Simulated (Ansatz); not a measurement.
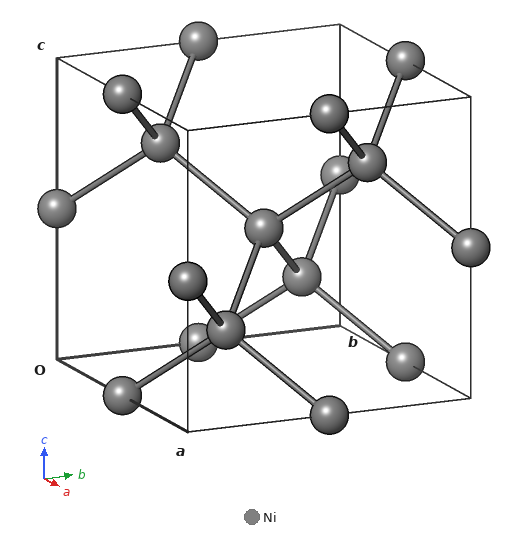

One unit cell is drawn above. Crystal: Ni, the geometry relaxed with DFT, PBE, plane waves (420 eV) with PAW, scalar-relativistic (Ansatz); the starting structure was generated, so it need not be a known form of this composition. Geometry calculated from the standardised cell; symmetry tolerance 0.002 Å.

```
Ni
1.0
     5.09698    0.00000    0.00000
     0.00000    5.09698    0.00000
     0.00000    0.00000    5.09698
Ni
8
Direct
  0.75000 0.75000 0.75000
  0.00000 0.50000 0.00000
  0.75000 0.25000 0.25000
  0.00000 0.00000 0.50000
  0.25000 0.75000 0.25000
  0.50000 0.50000 0.50000
  0.25000 0.25000 0.75000
  0.50000 0.00000 0.00000
```

What is its point group?

Answer. m-3m (Oh), order 48, cubic system: three fourfold axes, four threefold axes, six twofold axes, nine mirror planes, an inversion centre.

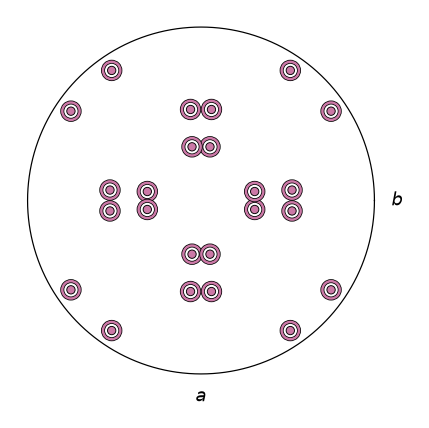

Stereographic projection: filled dots lie in the upper hemisphere, open rings in the lower. The poles are one general form. The c axis points at the viewer.

What does this class allow?

Answer. Class m-3m is centrosymmetric, so neither piezoelectric nor pyroelectric; it is not chiral. Its Laue class is m-3m.
